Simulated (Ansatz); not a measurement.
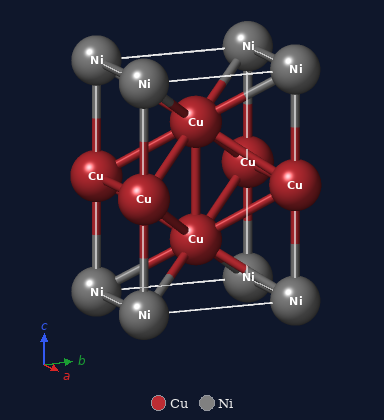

The crystal in a ball-and-stick representation, seen slightly off an axis. The frame is the conventional unit cell; atoms at its boundary are shown with their periodic copies. Cell: a = 2.55 Å, b = 3.57 Å, c = 5.11 Å, α = 90.00°, β = 90.00°, γ = 90.00°.

Starting structure: a structure type filled with these elements by a generator (whether the compound takes this form wasn't checked). Earlier steps of the study may have refined or changed the cell and positions. A calculation with Ansatz used it as input.

State composition, symmetry and coordination.

The formula is Cu3Ni. Its lattice is primitive orthorhombic, its space group Pmmm (No. 47). The cell comprises 1 formula unit: 3 Cu, 1 Ni. Each Ni has ten Cu and two Ni in a cuboctahedral arrangement (about 2.5 Å to Cu, 2.6 Å to Ni). Cu takes two kinds of site: 2t with eight Cu and four Ni in a cuboctahedral arrangement (about 2.5 to 2.6 Å to Cu, 2.5 Å to Ni); 1c with ten Cu and two Ni in a cuboctahedral arrangement (about 2.5 Å to Cu, 2.6 Å to Ni). The bonds build a three-dimensional framework.

Method used: DFT r2SCAN, scalar-relativistic, plane waves, PAW in Ansatz. It ran with E_cut = 500 eV, 18×14×10 k-points, Gaussian smearing of 0.1 eV, no spin polarisation (a spin-restricted run, not always the ground state).

What is the electronic character?

A metal: bands cross the Fermi level.

How are the electrons shared out in a Bader analysis?

Cu +0.02 e; Ni -0.07 e.

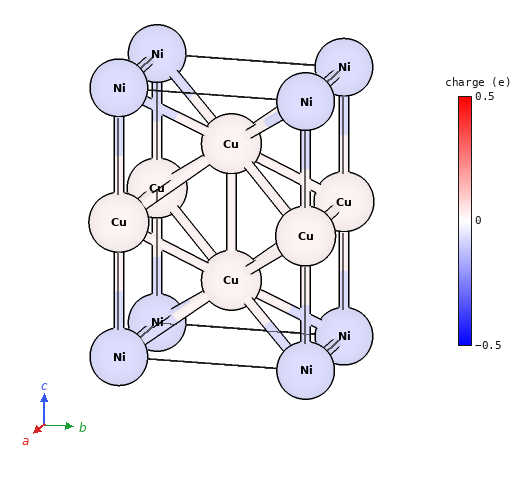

The atoms coloured by those charges. The run's cell of 4 atoms is drawn.

Does this geometry sit at a stationary point of the energy?

No. The largest force is 0.03 eV/Å. The pressure is -7.0 GPa, so the cell would contract.
